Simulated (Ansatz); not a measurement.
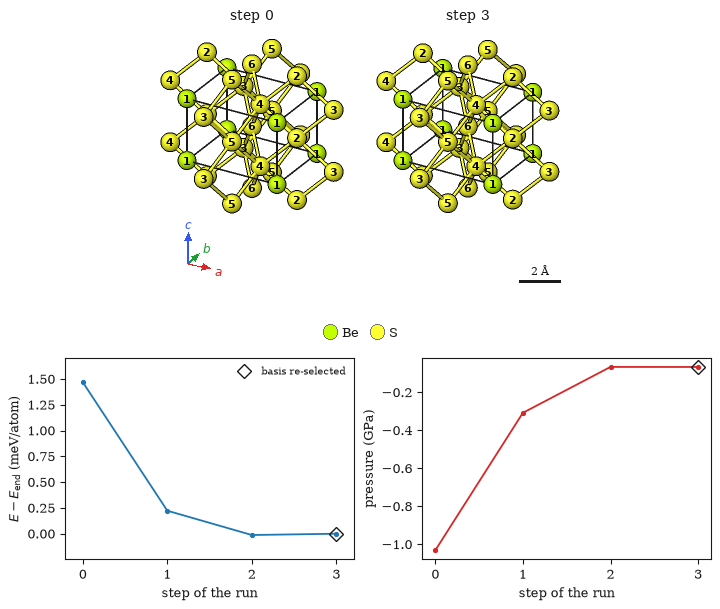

First and last geometry of a relaxation of solid BeS5 (a generated structure, set up in P6/mmm) (coarse preliminary run), with the history of the run. Style: ball-and-stick. Shown: the cell of the calculation, slightly off an axis.

Theory: Ansatz 0.2.0, DFT PBE, scalar-relativistic, plane waves, PAW.

Input
```yaml
crystal:
  lattice:
    - [6.62301556, 0.0, 0.0]
    - [-3.31150778, 5.7356997246, 0.0]
    - [0.0, 0.0, 3.173982357]
  atoms:
    - { symbol: Be, position: [0.0, 0.0, 0.0] }
    - { symbol: S, position: [0.0, 0.5, 0.5] }
    - { symbol: S, position: [0.3333333333, 0.6666666667, 0.0] }
    - { symbol: S, position: [0.6666666667, 0.3333333333, 0.0] }
    - { symbol: S, position: [0.5, 0.0, 0.5] }
    - { symbol: S, position: [0.5, 0.5, 0.5] }
basis:
  ecutwfc: 420
kpoints:
  mp_grid: { grid: [3, 3, 6] }
hamiltonian:
  xc: pbe
scf:
  occupations: { method: gaussian, width: 0.1 }
  lower_state_search: "off"
output:
  forces: true
  stress: true
  eigenvalues: true
relax:
  adjacent_minimum: "off"
  f_tol: 0.04
  max_steps: 70
  cell: { stress_tol: 0.4 }
```

Launched with:
```bash
ansatz run input.yaml --threads 1 --pin off --max-ram 2560MiB --backend cpu --events-out ev --progress --plain --runs-dir out
```

Q: What do the curves and the structures tell?

A: It converged. Over 2 accepted moves (3 points after the start) the energy falls by 1.5 meV per atom. All forces vanish by symmetry, so only the cell relaxes. Pressure: −1.03 GPa at the start and −0.07 GPa at the end. The SCF was repeated once at an unchanged geometry on a basis and grid sized afresh for the cell, which shifted the energy by less than 0.05 meV per atom at most. No atom moves by more than 0.005 Å relative to the cell. Cell: a = b 6.623 → 6.610 Å (−0.2 %), c 3.174 → 3.139 Å (−1.1 %). Volume −1.5 %. Some distances before and after: S2–S3 2.485 → 2.471 Å. The space group stays P6/mmm (No. 191). The run took 8.8 s on 1 thread of Intel(R) Xeon(R) Platinum 8259CL CPU @ 2.50GHz (Skylake/Cascade Lake), with other jobs on the host, peak memory 0.42 GiB.

| step | E − E(0), meV/atom | pressure, GPa | volume, Å³/atom | note |
| --- | --- | --- | --- | --- |
| 0 | 0.00 | -1.03 | 20.095 |  |
| 1 | -1.25 | -0.31 | 19.902 |  |
| 2 | -1.48 | -0.07 | 19.795 |  |
| 3 | -1.47 | -0.07 | 19.795 | same geometry, new basis |
